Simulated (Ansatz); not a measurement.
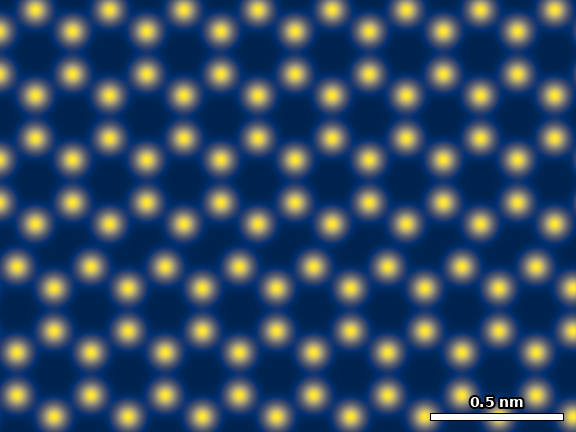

Z-contrast image of Al (P6_3/mmc, No. 194) along [001]. The image is simulated as a sum over atoms of Z^1.8, blurred by a 0.79 Å probe (no channelling). The probe carries 15 % of its weight in a tail 2.5 times as wide.

One planar defect was built into the perfect crystal by geometry alone, without relaxation. Host structure: coordinates from a relaxation with DFT PBEsol, scalar-relativistic, plane waves, PAW in Ansatz; the starting structure was generated, so it need not be a known form of this composition.

### Find the planar defect and say what kind it is.

A planar fault (a stacking fault) runs horizontally about 9 Å below the top edge. The part above it is shifted along the boundary by 1/4 of the 2.83 Å repeat of the rows (0.7 Å to the right, the same as 2.1 Å to the left); both parts keep the same orientation.
